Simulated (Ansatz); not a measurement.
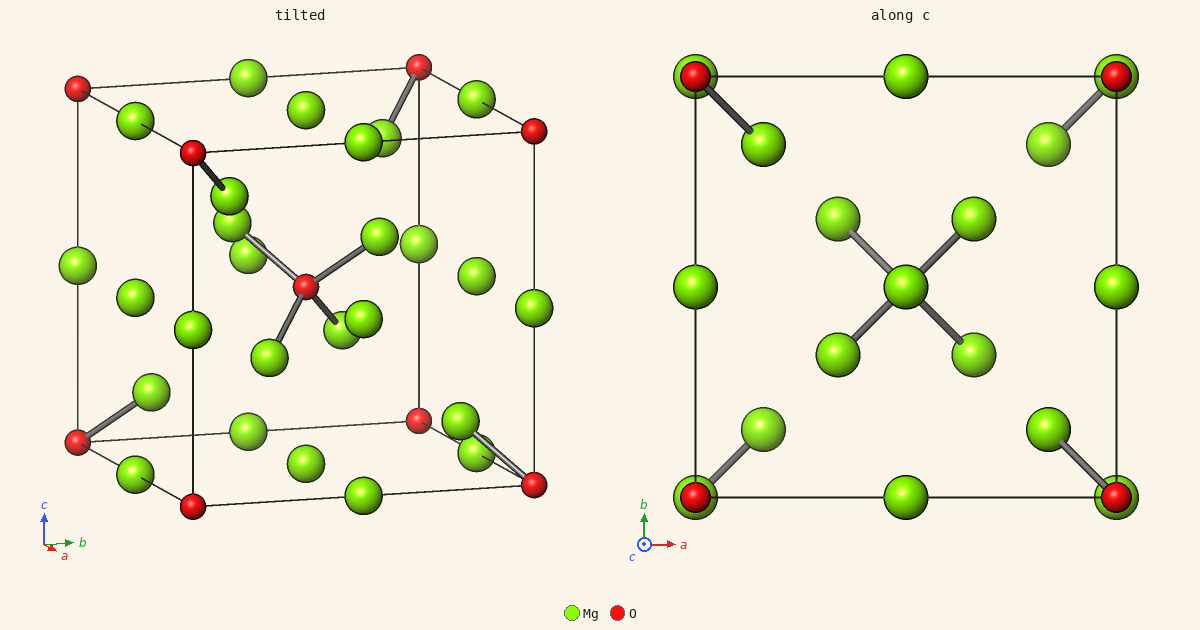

A ball-and-stick rendering, viewed slightly off an axis and along the c axis. Atoms at the boundary of the conventional unit cell (the box) are drawn once for each face, edge or corner they touch. Cell: a = 7.20 Å, b = 7.20 Å, c = 7.20 Å, α = 90.00°, β = 90.00°, γ = 90.00°.

The cell started as a random cell made by a generator, so it need not be a real form of the compound. Earlier steps of the study, as a rule a relaxation of our own, may have changed the cell and positions, so they can lie some per cent off the listed ones. A calculation with Ansatz used it as input.

What can be read from this drawing?

The solid is Mg₇O. Its lattice is body-centred cubic, its space group I-43m (No. 217). The cell comprises 2 formula units: 14 Mg, 2 O. About every O there are four Mg in a tetrahedral arrangement at about 2.0 Å. Mg takes two kinds of site: 6b with no bonds drawn; 8c with one O at about 2.0 Å. The bonds build separate Mg4O groups; some Mg atoms get no bond from the drawing's distance rule.

Computational set-up: DFT PBE, scalar-relativistic, plane waves, PAW in Ansatz, plane-wave cutoff 420 eV, k-points about 0.15 Å⁻¹ apart, Gaussian smearing of 0.1 eV, no spin polarisation.

How large a gap does the method give, if there is one?

A metal: bands cross the Fermi level.

How are the electrons shared out in a Bader analysis?

Mg -0.49 to +0.83 e; O -1.86 e.

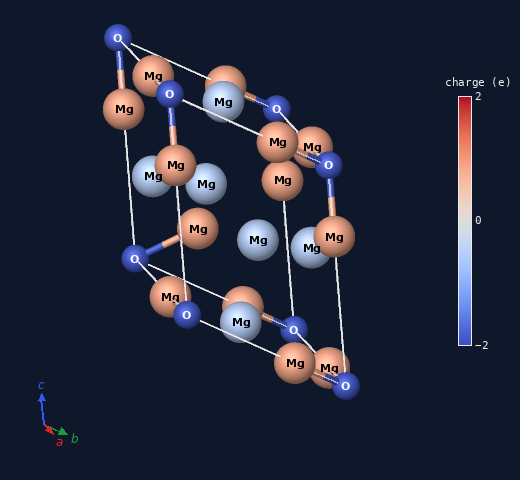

The atoms coloured by those charges. The run's cell of 8 atoms is drawn, so axes and origin can differ from the first picture.

Can this geometry be taken as optimised?

Yes. All forces vanish to within 0.01 eV/Å. The pressure is 0.0 GPa, close to zero.
